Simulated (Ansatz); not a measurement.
Mg₂Zn₃O

```cif
data_structure
_symmetry_space_group_name_H-M 'P 1'
_symmetry_Int_Tables_number 1
_cell_length_a 2.9858
_cell_length_b 2.9858
_cell_length_c 11.0532
_cell_angle_alpha 90.000
_cell_angle_beta 90.000
_cell_angle_gamma 120.000
_cell_volume 85.34
loop_
_atom_site_label
_atom_site_type_symbol
_atom_site_fract_x
_atom_site_fract_y
_atom_site_fract_z
_atom_site_occupancy
Mg1 Mg 0.66667 0.33333 0.88751 1
Mg2 Mg 0.33333 0.66667 0.11249 1
Zn1 Zn 0.33333 0.66667 0.68675 1
Zn2 Zn 0.00000 0.00000 0.50000 1
Zn3 Zn 0.66667 0.33333 0.31325 1
O1 O 0.00000 0.00000 0.00000 1
```

Space group P-3m1; a generated structure, not necessarily the stable one; changed on purpose from its base cell (volume × 0.97, shape and atoms relaxed); computed pressure about 2 GPa in this cell.

Method: DFT PBE, scalar-relativistic, plane waves, PAW (Ansatz).

Core electrons are frozen (PAW), and the valence fields are smoothed inside the atomic spheres.

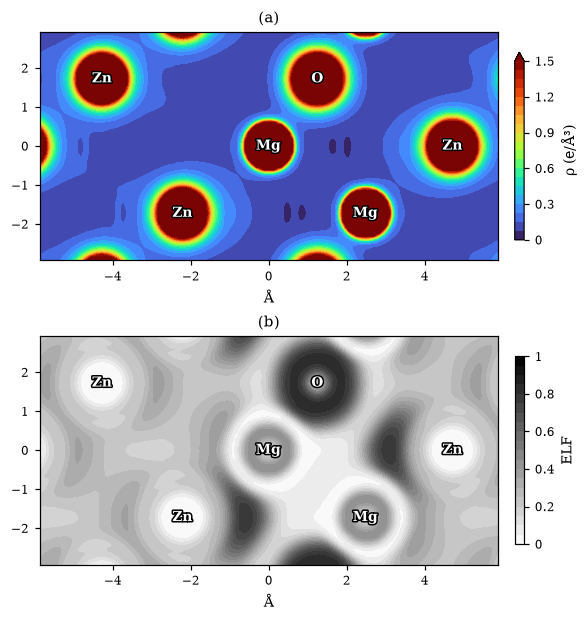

Figure 1. (a) valence charge density (pseudo); (b) electron localisation function on the (110) plane of the conventional cell.

Read the bonding off the picture.

Answer. The section cuts through Mg, Zn and O sites.
Mg–O (2.13 Å): ρ is about 0.32 e/Å³ halfway; the ELF peaks at about 0.85 in the valence shell of O, 0.6 Å from its nucleus, and is about 0.30 at the midpoint.
Mg–Zn (2.81 Å): ρ at the midpoint is about 0.18 e/Å³, with its minimum of 0.15 e/Å³ about 1.1 Å from Mg; the ELF reaches about 0.55 near the midpoint.
Between the atoms the lowest density in this plane is 0.06 e/Å³.
The ELF has a maximum of about 0.80 in the space between the atoms, 1.6 Å from four Mg and Zn atoms, on no atom or two-centre bond.

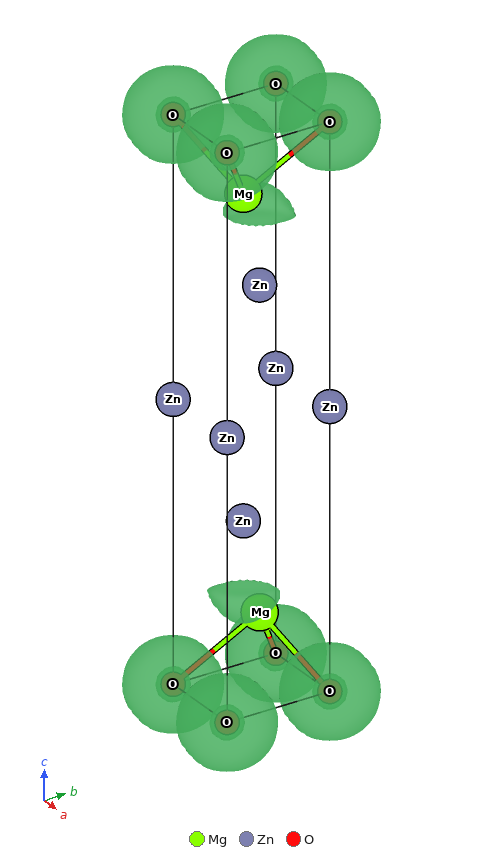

Figure 2. Isosurface of the ELF at 0.65 (green), seen slightly off an axis. Core shells and regions of very low density are left out. Sticks mark near contacts.

Describe the localisation domains.

Answer. The surface consists of one region wrapped around O (its valence shell) and two pockets between the atoms, centred on no nucleus (multi-centre or interstitial), counted in one cell of 6 atoms. Regions shared between cells count once. Along the contacts the grid gives the following. Zn–Zn (2.69 Å): the ELF is about 0.30 at the midpoint.

Does the calculation give a band gap?

Answer. It is metallic or semimetallic at this level of theory: no gap opens.
